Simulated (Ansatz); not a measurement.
**Ti on Al(110): hop by a lattice vector of the surface, part 1 of 2**

How high is the barrier for the hop by a lattice vector of the surface? Relax the two ends, then run a nudged elastic band between them. The slab cell is 2×2, 4 layers thick, and the adsorbate is set down on it by hand.

All numbers below are computed with Ansatz 0.2.0 (DFT LDA, plane waves, PAW, scalar-relativistic, no spin polarisation).

### Step 1. The system as given

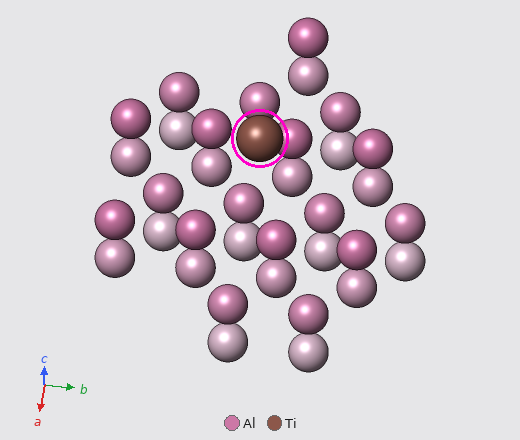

The starting structure, seen from above, slightly tilted (aluminium pink, titanium brown). Each atom of the cell is drawn once, at one copy chosen for all pictures, so bonds across the cell's faces may be missing, with copies of the slab's atoms added to fill out the patch; deeper layers are paler. Ringed: Ti17.

Structure file:

```
Al Ti
1.0
     8.10000    0.00000    0.00000
     0.00000    5.72757    0.00000
     0.00000    0.00000   16.29567
Al Ti
16 1
Direct
  0.25000 0.25000 0.06137
  0.75000 0.25000 0.06137
  0.25000 0.75000 0.06137
  0.75000 0.75000 0.06137
  0.00000 0.00000 0.14924
  0.50000 0.00000 0.14924
  0.00000 0.50000 0.14924
  0.50000 0.50000 0.14924
  0.25000 0.25000 0.23710
  0.75000 0.25000 0.23710
  0.25000 0.75000 0.23710
  0.75000 0.75000 0.23710
  0.00000 0.00000 0.32497
  0.50000 0.00000 0.32497
  0.00000 0.50000 0.32497
  0.50000 0.50000 0.32497
  0.16804 0.83252 0.46980
```

### Step 2. End point A

Input file input.yaml:

```yaml
crystal:
  lattice:
    - [8.1, 0.0, 0.0]
    - [0.0, 5.727565, 0.0]
    - [0.0, 0.0, 16.295674]
  atoms:
    - { symbol: Al, position: [0.25, 0.25, 0.061366] }
    - { symbol: Al, position: [0.75, 0.25, 0.061366] }
    - { symbol: Al, position: [0.25, 0.75, 0.061366] }
    - { symbol: Al, position: [0.75, 0.75, 0.061366] }
    - { symbol: Al, position: [0.0, 0.0, 0.1492354] }
    - { symbol: Al, position: [0.5, 0.0, 0.1492354] }
    - { symbol: Al, position: [0.0, 0.5, 0.1492354] }
    - { symbol: Al, position: [0.5, 0.5, 0.1492354] }
    - { symbol: Al, position: [0.25, 0.25, 0.2371048] }
    - { symbol: Al, position: [0.75, 0.25, 0.2371048] }
    - { symbol: Al, position: [0.25, 0.75, 0.2371048] }
    - { symbol: Al, position: [0.75, 0.75, 0.2371048] }
    - { symbol: Al, position: [0.0, 0.0, 0.3249742] }
    - { symbol: Al, position: [0.5, 0.0, 0.3249742] }
    - { symbol: Al, position: [0.0, 0.5, 0.3249742] }
    - { symbol: Al, position: [0.5, 0.5, 0.3249742] }
    - { symbol: Ti, position: [0.1680431, 0.8325207, 0.4697979] }
basis:
  ecutwfc: 420.0
kpoints:
  mp_grid: { grid: [2, 3, 1] }
hamiltonian:
  xc: lda
scf:
  occupations: { method: gaussian, width: 0.1 }
  lower_state_search: "off"
relax:
  f_tol: 0.03
  max_steps: 60
  adjacent_minimum: "off"
  constraints: [{ sites: [0, 1, 2, 3] }]
```

Run with:

```console
ansatz run input.yaml --threads 1 --pin off --max-ram 3072MiB --backend cpu --events-out ev --progress --plain --runs-dir out
```

Log, cut to the lines that bear on the results:

```text
Warning: RAYON_NUM_THREADS=1 ignored (pool sized by the plan → 1); use --threads N
[...]
Pseudopotentials: kind: paw
Pseudopotential: Al, paw, valence charge 3, recommended cutoff 420 eV (normal), Al.paw.azcp
Pseudopotential: Ti, paw, valence charge 12, recommended cutoff 420 eV (normal), Ti.paw.azcp
Functional definition: SPW92
[...]
Crystal: 17 atoms, lattice volume = 756.010 Å³
Basis set: ecut = 420 eV, 14851 PW (Γ)
Bands: 47, of which v1, the nominal top of the filled ones, is band 30 counted from 1 (29 counted from 0)
Symmetry: 1 space group operations
Space group: P1 (ITA 1), of the structure as read, at distance tolerance 9.1e-5 Å
k-points: 4 of 6 (time reversal used)
[...]
SCF iter   1: F=—  HF=-10645.304378 eV  |F-HF|=—  |Δ(HF+E_count)|=         —  Δρ=1.39e-2  dr2=8.37e0  ethr=1.77e-3  ⟨swp⟩=11.5  Hψ=1134  notcnv=0
[...]
relax step   1: F+E_penalty+E_count = -10645.09596395 eV  Δ(F+E_penalty+E_count) = +0.000e0 eV  max|allowed force component| = 2.552e0 eV/Å  Δτ_max = 0.0000 Å  (11 SCF iters, dr2 threshold 2.25e-5 eV, accepted)
[...]
relax step   2: F+E_penalty+E_count = -10645.63951407 eV  Δ(F+E_penalty+E_count) = -5.436e-1 eV  max|allowed force component| = 2.653e0 eV/Å  Δτ_max = 0.1948 Å  (7 SCF iters, dr2 threshold 1.00e-4 eV, accepted)
[...]
SCF iter   6: F=—  HF=-10646.189665 eV  |F-HF|=—  |Δ(HF+E_count)|=   3.64e-5  Δρ=6.57e-5  dr2=1.09e-4  ethr=9.20e-7  ⟨swp⟩=1.0  Hψ=158  notcnv=0  defer=30
[...]
```

### Step 3. The output, continued: end point A relaxed

Output, continued:

```text
relax step   3: F+E_penalty+E_count = -10646.18966191 eV  Δ(F+E_penalty+E_count) = -5.501e-1 eV  max|allowed force component| = 2.640e0 eV/Å  Δτ_max = 0.1948 Å  (7 SCF iters, dr2 threshold 1.00e-4 eV, accepted)
preconditioner: auto → LDOS  [metal: Δε(μ)=0.059 eV  Ē_g=5.037 eV  σ=0.100 eV  W_gap=0.31  n_scr=78 (ndim 8)  ℏωp=9.7 eV  f_vac=0.422  D(μ)=14.91/eV (n_scr^D=78)  β→1.0]
relax step   4: F+E_penalty+E_count = -10646.73316051 eV  Δ(F+E_penalty+E_count) = -5.435e-1 eV  max|allowed force component| = 2.491e0 eV/Å  Δτ_max = 0.1949 Å  (6 SCF iters, dr2 threshold 1.00e-4 eV, accepted)
preconditioner: auto → LDOS  [metal: Δε(μ)=0.060 eV  Ē_g=5.090 eV  σ=0.100 eV  W_gap=0.31  n_scr=78 (ndim 8)  ℏωp=9.7 eV  f_vac=0.430  D(μ)=14.43/eV (n_scr^D=78)  β→1.0]
relax step   5: F+E_penalty+E_count = -10647.24578974 eV  Δ(F+E_penalty+E_count) = -5.126e-1 eV  max|allowed force component| = 2.148e0 eV/Å  Δτ_max = 0.1947 Å  (6 SCF iters, dr2 threshold 1.00e-4 eV, accepted)
preconditioner: auto → LDOS  [metal: Δε(μ)=0.060 eV  Ē_g=5.148 eV  σ=0.100 eV  W_gap=0.31  n_scr=78 (ndim 8)  ℏωp=9.7 eV  f_vac=0.437  D(μ)=14.12/eV (n_scr^D=78)  β→1.0]
relax step   6: F+E_penalty+E_count = -10647.70189915 eV  Δ(F+E_penalty+E_count) = -4.561e-1 eV  max|allowed force component| = 1.710e0 eV/Å  Δτ_max = 0.1928 Å  (6 SCF iters, dr2 threshold 1.00e-4 eV, accepted)
preconditioner: auto → LDOS  [metal: Δε(μ)=0.056 eV  Ē_g=5.226 eV  σ=0.100 eV  W_gap=0.30  n_scr=78 (ndim 8)  ℏωp=9.7 eV  f_vac=0.443  D(μ)=11.96/eV (n_scr^D=62)  β→1.0]
relax step   7: F+E_penalty+E_count = -10648.13009819 eV  Δ(F+E_penalty+E_count) = -4.282e-1 eV  max|allowed force component| = 1.510e0 eV/Å  Δτ_max = 0.2000 Å  (6 SCF iters, dr2 threshold 1.00e-4 eV, accepted)
preconditioner: auto → LDOS  [metal: Δε(μ)=0.092 eV  Ē_g=5.245 eV  σ=0.100 eV  W_gap=0.42  n_scr=78 (ndim 8)  ℏωp=9.7 eV  f_vac=0.448  D(μ)=12.88/eV (n_scr^D=70)  β→1.0]
relax step   8: F+E_penalty+E_count = -10648.48447045 eV  Δ(F+E_penalty+E_count) = -3.544e-1 eV  max|allowed force component| = 9.700e-1 eV/Å  Δτ_max = 0.1950 Å  (6 SCF iters, dr2 threshold 1.00e-4 eV, accepted)
preconditioner: auto → LDOS  [metal: Δε(μ)=0.083 eV  Ē_g=5.327 eV  σ=0.100 eV  W_gap=0.44  n_scr=78 (ndim 8)  ℏωp=9.7 eV  f_vac=0.453  D(μ)=11.06/eV (n_scr^D=62)  β→1.0]
relax step   9: F+E_penalty+E_count = -10648.74523681 eV  Δ(F+E_penalty+E_count) = -2.608e-1 eV  max|allowed force component| = 4.214e-1 eV/Å  Δτ_max = 0.1947 Å  (6 SCF iters, dr2 threshold 1.00e-4 eV, accepted)
preconditioner: auto → LDOS  [insulator: Δε(μ)=0.137 eV  Ē_g=5.435 eV  σ=0.100 eV  W_gap=0.61  n_scr=78 (ndim 8)  ℏωp=9.7 eV  f_vac=0.461  D(μ)=8.20/eV (n_scr^D=42)  ε∞_Penn≈4.2  β→1.0]
relax step  10: F+E_penalty+E_count = -10648.94558073 eV  Δ(F+E_penalty+E_count) = -2.003e-1 eV  max|allowed force component| = 1.742e-1 eV/Å  Δτ_max = 0.1984 Å  (6 SCF iters, dr2 threshold 3.35e-5 eV, accepted)
preconditioner: auto → LDOS  [insulator: Δε(μ)=0.129 eV  Ē_g=5.452 eV  σ=0.100 eV  W_gap=0.52  n_scr=78 (ndim 8)  ℏωp=9.7 eV  f_vac=0.463  D(μ)=8.01/eV (n_scr^D=30)  ε∞_Penn≈4.2  β→1.0]
relax step  11: F+E_penalty+E_count = -10649.00370382 eV  Δ(F+E_penalty+E_count) = -5.812e-2 eV  max|allowed force component| = 1.483e-1 eV/Å  Δτ_max = 0.1932 Å  (7 SCF iters, dr2 threshold 5.18e-6 eV, accepted)
preconditioner: auto → LDOS  [metal: Δε(μ)=0.088 eV  Ē_g=5.413 eV  σ=0.100 eV  W_gap=0.45  n_scr=78 (ndim 8)  ℏωp=9.7 eV  f_vac=0.459  D(μ)=7.88/eV (n_scr^D=30)  β→1.0]
relax step  12: F+E_penalty+E_count = -10649.02153491 eV  Δ(F+E_penalty+E_count) = -1.783e-2 eV  max|allowed force component| = 6.086e-2 eV/Å  Δτ_max = 0.1094 Å  (6 SCF iters, dr2 threshold 3.76e-6 eV, accepted)
preconditioner: auto → LDOS  [metal: Δε(μ)=0.117 eV  Ē_g=5.423 eV  σ=0.100 eV  W_gap=0.48  n_scr=78 (ndim 8)  ℏωp=9.7 eV  f_vac=0.459  D(μ)=7.40/eV (n_scr^D=22)  β→1.0]
relax step  13: F+E_penalty+E_count = -10649.01579680 eV  Δ(F+E_penalty+E_count) = +5.738e-3 eV  max|allowed force component| = 1.290e-1 eV/Å  Δτ_max = 0.0814 Å  (8 SCF iters, rejected (line search))
preconditioner: auto → LDOS  [metal: Δε(μ)=0.068 eV  Ē_g=5.413 eV  σ=0.100 eV  W_gap=0.36  n_scr=78 (ndim 8)  ℏωp=9.7 eV  f_vac=0.457  D(μ)=8.19/eV (n_scr^D=42)  β→1.0]
relax step  14: F+E_penalty+E_count = -10649.02448380 eV  Δ(F+E_penalty+E_count) = -2.949e-3 eV  max|allowed force component| = 1.169e-2 eV/Å  Δτ_max = 0.0392 Å  (7 SCF iters, accepted)
Free energy (F): -10649.024484 eV
Harris-Foulkes:  -10649.024484 eV  (|F-HF|=2.48e-8)
[...]
Internal energy: -10648.984517 eV  (E = F + TS)
E sigma→0 (E₀):  -10649.004500 eV
Entropy (-TS):   -0.039967 eV (-2.351 meV/atom)
Fermi energy:    0.472885 eV
--- Per-component energies (eV) ---
  E_band       = -477.034761
  E_kinetic    = 623.462916
  E_local      = -8572.548011  (includes V_loc(G=0)·N_el)
  E_nonlocal   = 195.313159
  E_hartree    = 4044.359004
  E_xc         = -713.526196
  E_vxc        = -573.872025  (∫ρ·V_xc dr)
  E_paw        = -8093.078066  (= ΣΔE_a)
  E_vpaw       = -238.103723  (= ΣTr[D̂ρ^β])
  E_aug_tail   = 0.000042  (compensation charges beyond the density's cutoff)
  E_ewald      = 1865.815220
  E_core_change = 1.217415  (= ΣΔE_core)
  E_smearing   = -0.039967  (= −TS)
  E_closure    = -0.000000  (closes the sum)
  Σ components = -10649.024484   (vs F -10649.024484, Δ=0.00e0)
--- Forces (eV/Å), atoms counted from 1 ---
  atom   1  Al    -0.00015832    -0.10884979     0.33597139
  atom   2  Al     0.00013388     0.18953784     0.21470722
  atom   3  Al    -0.00014681     0.00574445    -0.50373706
  atom   4  Al    -0.00039517    -0.09104627    -0.05374215
  atom   5  Al     0.00310834     0.00806286     0.00096355
  atom   6  Al    -0.00188479     0.00697827    -0.00185406
  atom   7  Al     0.00289611    -0.00447524    -0.00218834
  atom   8  Al    -0.00259614    -0.00604799    -0.00191505
  atom   9  Al     0.00028142     0.01169445    -0.00843176
  atom  10  Al    -0.00184995     0.00377518     0.00316380
  atom  11  Al    -0.00273453     0.00200665     0.00056717
  atom  12  Al     0.00135470    -0.01001250     0.00938081
  atom  13  Al    -0.00126944     0.00077943     0.00551648
  atom  14  Al     0.00375158     0.00282315     0.00736676
  atom  15  Al     0.00047716    -0.00237722    -0.00041197
  atom  16  Al     0.00080211    -0.00142679     0.00052634
  atom  17  Ti    -0.00177472    -0.00720188    -0.00587110
  max |Σ_I F_I| component: 3.54e-5 eV/Å
--- Relaxed structure (14 steps of the walk, 13 accepted, 0 SCFs on fresh bases) ---
  F+E_penalty+E_count = -10649.02448380 eV   max|allowed force component| = 1.169e-2 eV/Å
  atoms:
    - { symbol: Al, position: [0.25, 0.25, 0.061366] }
    - { symbol: Al, position: [0.75, 0.25, 0.061366] }
    - { symbol: Al, position: [0.25, 0.7500000000000001, 0.061366] }
    - { symbol: Al, position: [0.75, 0.7500000000000001, 0.061366] }
    - { symbol: Al, position: [-0.002597003012144262, -0.0019078772154543311, 0.13387496392109108] }
    - { symbol: Al, position: [0.5025608761144025, -0.0017138194792623177, 0.13387189627072385] }
    - { symbol: Al, position: [0.004222535688439625, 0.48829422845585724, 0.13937934777479863] }
    - { symbol: Al, position: [0.4957955131911306, 0.48845965654744333, 0.13936416296212695] }
    - { symbol: Al, position: [0.24988862250678404, 0.21440072030934737, 0.22895852980408635] }
    - { symbol: Al, position: [0.7499687899112928, 0.2825185753970579, 0.23021717500886882] }
    - { symbol: Al, position: [0.25006499722424175, 0.7275608521908121, 0.21665429357319085] }
    - { symbol: Al, position: [0.7499220192818534, 0.7559539891668713, 0.2243455899544879] }
    - { symbol: Al, position: [-0.02105255944563735, 0.01687448530534546, 0.3006708475813109] }
    - { symbol: Al, position: [0.5208282048888151, 0.016671559190659522, 0.3005985236754512] }
    - { symbol: Al, position: [0.02220060619733276, 0.5266360817439023, 0.3101588394954845] }
    - { symbol: Al, position: [0.4776282892986318, 0.5263596920108606, 0.31018673004236297] }
    - { symbol: Ti, position: [0.2499385885471326, 0.8657467329997668, 0.36433803029497147] }
```

Wall time 64 s (1 thread of AMD EPYC 9R14 (Zen 4), shared host); peak memory 0.67 GiB.

The steps of the relaxation:

| step | energy from step 1 (eV/cell) | largest force component (eV/Å) |
| --- | --- | --- |
| 1 | 0.0000 | 2.5523 |
| 2 | -0.5436 | 2.6531 |
| 3 | -1.0937 | 2.6403 |
| 4 | -1.6372 | 2.4908 |
| 5 | -2.1498 | 2.1483 |
| 6 | -2.6059 | 1.7097 |
| 7 | -3.0341 | 1.5101 |
| 8 | -3.3885 | 0.9700 |
| 9 | -3.6493 | 0.4214 |
| 10 | -3.8496 | 0.1742 |
| 11 | -3.9077 | 0.1483 |
| 12 | -3.9256 | 0.0609 |
| 13x | -3.9198 | 0.1290 |
| 14 | -3.9285 | 0.0117 |

Step 1 is the start. 1 step was tried and not accepted (marked x). 4 atoms are held fixed.

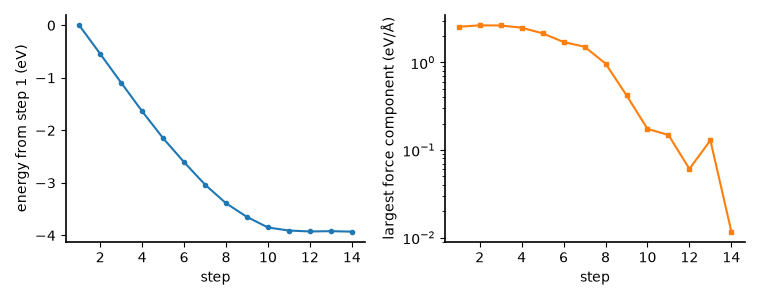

Energy and largest force along the relaxation.

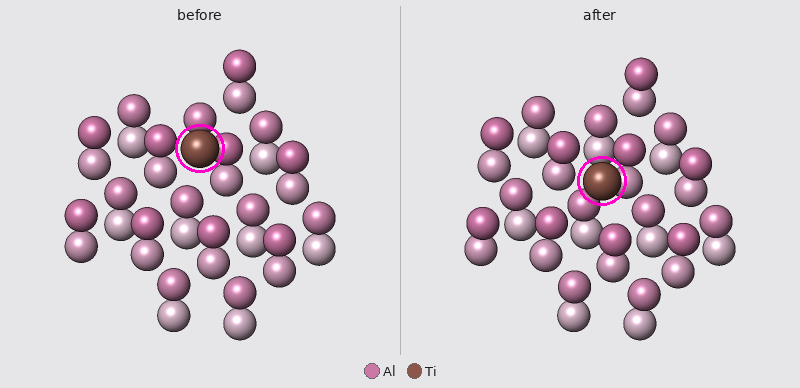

Before and after, at one scale. Each atom of the cell is drawn once, at one copy chosen for all pictures, so bonds across the cell's faces may be missing, with copies of the slab's atoms added to fill out the patch; deeper layers are paler.

Largest move: Ti17, 1.85 Å.

### Step 4. Nudged elastic band

crystal.atoms is end A as relaxed above, and neb.final_atoms is the same geometry shifted by the lattice vector, with the slab's atoms relabelled. With 5 inner images the band has 7 in all.

Input file input.yaml:

```yaml
crystal:
  lattice:
    - [8.1, 0.0, 0.0]
    - [0.0, 5.727565, 0.0]
    - [0.0, 0.0, 16.295674]
  atoms:
    - { symbol: Al, position: [0.25, 0.25, 0.061366] }
    - { symbol: Al, position: [0.75, 0.25, 0.061366] }
    - { symbol: Al, position: [0.25, 0.75, 0.061366] }
    - { symbol: Al, position: [0.75, 0.75, 0.061366] }
    - { symbol: Al, position: [-0.002597, -0.00190788, 0.13387496] }
    - { symbol: Al, position: [0.50256088, -0.00171382, 0.1338719] }
    - { symbol: Al, position: [0.00422254, 0.48829423, 0.13937935] }
    - { symbol: Al, position: [0.49579551, 0.48845966, 0.13936416] }
    - { symbol: Al, position: [0.24988862, 0.21440072, 0.22895853] }
    - { symbol: Al, position: [0.74996879, 0.28251858, 0.23021718] }
    - { symbol: Al, position: [0.250065, 0.72756085, 0.21665429] }
    - { symbol: Al, position: [0.74992202, 0.75595399, 0.22434559] }
    - { symbol: Al, position: [-0.02105256, 0.01687449, 0.30067085] }
    - { symbol: Al, position: [0.5208282, 0.01667156, 0.30059852] }
    - { symbol: Al, position: [0.02220061, 0.52663608, 0.31015884] }
    - { symbol: Al, position: [0.47762829, 0.52635969, 0.31018673] }
    - { symbol: Ti, position: [0.24993859, 0.86574673, 0.36433803] }
basis:
  ecutwfc: 420.0
kpoints:
  mp_grid: { grid: [2, 3, 1] }
hamiltonian:
  xc: lda
scf:
  occupations: { method: gaussian, width: 0.1 }
  lower_state_search: "off"
neb:
  images: 5
  f_tol: 0.03
  initial_path: idpp
  max_iterations: 53
  optimiser: fire
  constraints: [{ sites: [0, 1, 2, 3] }]
  final_atoms:
    - { symbol: Al, position: [0.25, 0.25, 0.061366] }
    - { symbol: Al, position: [0.75, 0.25, 0.061366] }
    - { symbol: Al, position: [0.25, 0.75, 0.061366] }
    - { symbol: Al, position: [0.75, 0.75, 0.061366] }
    - { symbol: Al, position: [0.00422254, -0.01170578, 0.13937935] }
    - { symbol: Al, position: [0.49579551, -0.01154035, 0.13936416] }
    - { symbol: Al, position: [-0.002597, 0.49809211, 0.13387496] }
    - { symbol: Al, position: [0.50256088, 0.49828617, 0.1338719] }
    - { symbol: Al, position: [0.250065, 0.22756084, 0.21665429] }
    - { symbol: Al, position: [0.74992202, 0.25595398, 0.22434559] }
    - { symbol: Al, position: [0.24988862, 0.71440071, 0.22895853] }
    - { symbol: Al, position: [0.74996879, 0.78251857, 0.23021718] }
    - { symbol: Al, position: [0.02220061, 0.02663607, 0.31015884] }
    - { symbol: Al, position: [0.47762829, 0.02635968, 0.31018673] }
    - { symbol: Al, position: [-0.02105256, 0.51687448, 0.30067085] }
    - { symbol: Al, position: [0.5208282, 0.51667155, 0.30059852] }
    - { symbol: Ti, position: [0.24993859, 1.36574672, 0.36433803] }
  order_check: true
```

Run with:

```console
ansatz run input.yaml --threads 1 --pin off --max-ram 3072MiB --backend cpu --events-out ev --progress --plain --runs-dir out
```

Log, cut to the lines that bear on the results:

```text
Warning: neb: disabling space-group detection — the band's intermediate images generally break the endpoint symmetry, so no spatial operation reduces the k-mesh or symmetrises the density, except that a semilocal band can use its path's symmetry ahead of convergence; time reversal is [...]
Warning: RAYON_NUM_THREADS=1 ignored (pool sized by the plan → 1); use --threads N
[...]
Pseudopotentials: kind: paw
Pseudopotential: Al, paw, valence charge 3, recommended cutoff 420 eV (normal), Al.paw.azcp
Pseudopotential: Ti, paw, valence charge 12, recommended cutoff 420 eV (normal), Ti.paw.azcp
Functional definition: SPW92
[...]
NEB image 0
Crystal: 17 atoms, lattice volume = 756.010 Å³
Basis set: ecut = 420 eV, 14851 PW (Γ)
Bands: 47, of which v1, the nominal top of the filled ones, is band 30 counted from 1 (29 counted from 0)
Symmetry: 1 space group operations
k-points: 4 of 6 (time reversal used)
[...]
SCF iter   1: F=—  HF=-10649.094829 eV  |F-HF|=—  |Δ(HF+E_count)|=         —  Δρ=5.41e-3  dr2=1.00e0  ethr=1.77e-3  ⟨swp⟩=9.8  Hψ=1135  notcnv=0
[...]
NEB end point (image 6): max|allowed force component| = 1.162e-2 eV/Å (the criterion of neb.relax_end_points is 1.000e-2)
NEB image 1
[...]
SCF iter   6: F=—  HF=-10648.744879 eV  |F-HF|=—  |Δ(HF+E_count)|=   1.07e-5  Δρ=4.67e-5  dr2=4.93e-5  ethr=1.30e-7  ⟨swp⟩=2.2  Hψ=301  notcnv=0  defer=31
[...]
NEB image 2
[...]
NEB image 3
[...]
NEB image 4
[...]
NEB image 5
[...]
NEB iter   1: max|band force component| = 6.977e-1 eV/Å  barrier→ = 0.7085 eV  barrier← = 0.7085 eV  Δτ_max = 0.0133 Å  (62 SCF iters)
[...]
NEB iter   3: max|band force component| = 5.547e-1 eV/Å  barrier→ = 0.5931 eV  barrier← = 0.5931 eV  Δτ_max = 0.0309 Å  (35 SCF iters)
[...]
NEB iter   5: max|band force component| = 5.279e-1 eV/Å  barrier→ = 0.4315 eV  barrier← = 0.4315 eV  Δτ_max = 0.0445 Å  (36 SCF iters)
[...]
NEB iter   7: max|band force component| = 4.075e-1 eV/Å  barrier→ = 0.3155 eV  barrier← = 0.3155 eV  CI = image 2  Δτ_max = 0.0059 Å  (36 SCF iters)
NEB iter   8: max|band force component| = 3.920e-1 eV/Å  barrier→ = 0.3077 eV  barrier← = 0.3077 eV  CI = image 2  Δτ_max = 0.0117 Å  (27 SCF iters)
NEB iter   9: max|band force component| = 3.617e-1 eV/Å  barrier→ = 0.2945 eV  barrier← = 0.2945 eV  CI = image 2  Δτ_max = 0.0171 Å  (28 SCF iters)
```

### Step 5. The output, continued: band between the two ends

The log, continued, cut to the lines that bear on the results:

```text
NEB iter  10: max|band force component| = 3.181e-1 eV/Å  barrier→ = 0.2791 eV  barrier← = 0.2791 eV  CI = image 2  Δτ_max = 0.0219 Å  (31 SCF iters)
[...]
NEB iter  15: max|band force component| = 1.830e-1 eV/Å  barrier→ = 0.2388 eV  barrier← = 0.2388 eV  CI = image 2  Δτ_max = 0.0116 Å  (27 SCF iters)
[...]
NEB iter  20: max|band force component| = 1.572e-1 eV/Å  barrier→ = 0.2189 eV  barrier← = 0.2189 eV  CI = image 2  Δτ_max = 0.0275 Å  (30 SCF iters)
[...]
NEB iter  25: max|band force component| = 8.860e-2 eV/Å  barrier→ = 0.2139 eV  barrier← = 0.2139 eV  CI = image 2  Δτ_max = 0.0129 Å  (29 SCF iters)
[...]
NEB iter  30: max|band force component| = 4.317e-2 eV/Å  barrier→ = 0.2119 eV  barrier← = 0.2119 eV  CI = image 2  Δτ_max = 0.0040 Å  (24 SCF iters)
[...]
    - { symbol: Al, position: [0.00820203597903863, 0.5028792223312848, 0.14197669706183177] }
    - { symbol: Al, position: [0.4916510180430301, 0.5028954924718599, 0.14203694100010858] }
    - { symbol: Al, position: [0.24982905964449706, 0.24338628988594938, 0.2222917011248791] }
    - { symbol: Al, position: [0.749814930286563, 0.2732687172649054, 0.22557392151956707] }
    - { symbol: Al, position: [0.24984307499180902, 0.7679181599282523, 0.22211128427262225] }
    - { symbol: Al, position: [0.7498573627465641, 0.7359633099223895, 0.22572397659489993] }
    - { symbol: Al, position: [-0.029286269421495037, 0.005340336430912703, 0.29776549202787117] }
    - { symbol: Al, position: [0.5291263492910442, 0.005249556835109674, 0.2976999388751785] }
    - { symbol: Al, position: [0.03840992829185555, 0.5057080588067695, 0.31414255816859105] }
    - { symbol: Al, position: [0.4610302378627449, 0.5056157858352859, 0.3142325131885134] }
    - { symbol: Ti, position: [0.2497400895843451, 1.0058789755615154, 0.36425543566181146] }
```

It took 17 min on 1 thread of AMD EPYC 9R14 (Zen 4), shared host; peak memory 1 GiB.

(Continued in part 2 of 2.)
